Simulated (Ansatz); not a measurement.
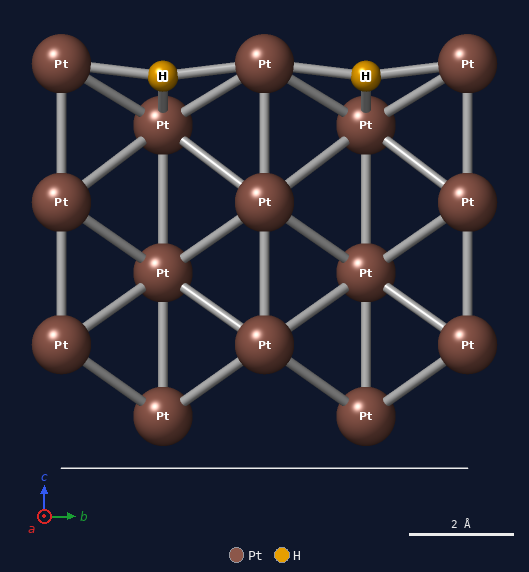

A slab of composition HPt$_{6}$ (cut from the Fm-3m phase), before the constrained relaxation. The picture is a ball-and-stick view of the 3 × 2 repeat of the cell, outlined in the plane, without the vacuum, seen along the a axis.

Case: H put at a bridge Pt-Pt site. The slab is the (1 1 0) face of Pt with H on it. 3 atoms are held fixed.

Level of theory: Ansatz, DFT PBEsol, scalar-relativistic, plane waves, PAW.

The input:
```yaml
crystal:
  lattice:
    - [2.7704872841, 0.0, 0.0]
    - [0.0, 3.9180606916, 0.0]
    - [0.0, 0.0, 25.9262182103]
  atoms:
    - { symbol: Pt, position: [0.5, 0.5, 0.3278534467] }
    - { symbol: Pt, position: [0.0, 0.0, 0.3812836705] }
    - { symbol: Pt, position: [0.5, 0.5, 0.4347138944] }
    - { symbol: Pt, position: [0.0, 0.0, 0.4870824476] }
    - { symbol: Pt, position: [0.5, 0.5, 0.5445585036] }
    - { symbol: Pt, position: [0.0, 0.0, 0.5903142668] }
    - { symbol: H, position: [0.0, 0.5, 0.5810572283] }
basis:
  ecutwfc: 420
kpoints:
  mp_grid: { grid: [10, 7, 1] }
hamiltonian:
  xc: pbesol
scf:
  occupations: { method: gaussian, width: 0.1 }
output:
  forces: true
  eigenvalues: true
  write_density: true
  write_potential: true
  elf: true
  volumetric_format: npy
relax:
  adjacent_minimum: "off"
  f_tol: 0.03
  max_steps: 70
  constraints: [{ sites: [0, 1, 2] }]
efield:
  axis: 3
  dipole_correction: true
  ramp_width: 0.04
```

Run as
```bash
ansatz run input.yaml --threads 2 --pin off --max-ram 5120MiB --backend cpu --events-out ev --progress --plain --runs-dir out
```

Predict the outcome.

Answer. H7 moves most: 0.54 Å along the normal (+c). Largest moves by element: H 0.54 Å, Pt 0.09 Å. The cell doesn't change. Among the contacts that change: Pt5–H7 1.678 → 2.048 Å, Pt4–Pt6 2.676 → 2.752 Å, Pt5–Pt6 2.677 → 2.726 Å, Pt3–Pt5 2.848 → 2.827 Å. Among the angles between lasting bonds that change: Pt5–H7–Pt5 111.3° → 85.1°, Pt5–H7–Pt6 93.9° → 85.4°. Over 4 accepted moves (5 points after the start) the energy falls by 0.439 eV per cell of the calculation. The largest force component goes from 1.9 to 0.015 eV/Å. 1 step only repeated the SCF at the same geometry. Cost: 3.1 min on 2 threads of Arm Neoverse V2, with other jobs on the host, peak memory 0.69 GiB.

Step by step:

```csv
step,"E − E(0), meV/atom","largest force component, eV/Å",note
0,0.00,1.9409,
1,-40.57,0.9262,
2,-59.61,0.3020,
3,-62.57,0.0998,
4,-62.71,0.0153,
5,-62.71,0.0154,"same geometry, SCF repeated"
```

After the run, drawn alike:

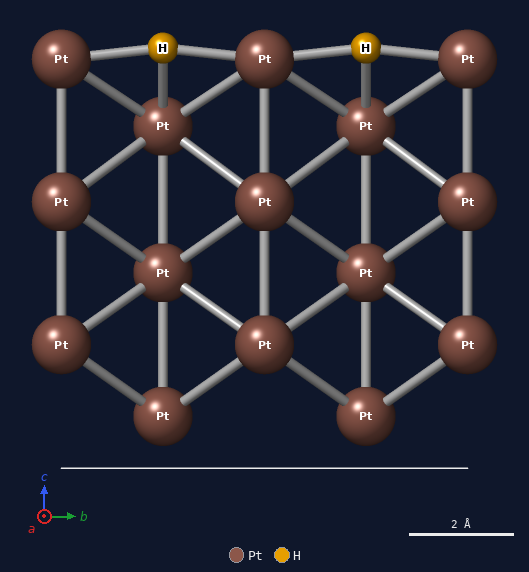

Limits of the set-up: the periodic images lie only 2.8 Å apart, so the values are limited by the cell's size.
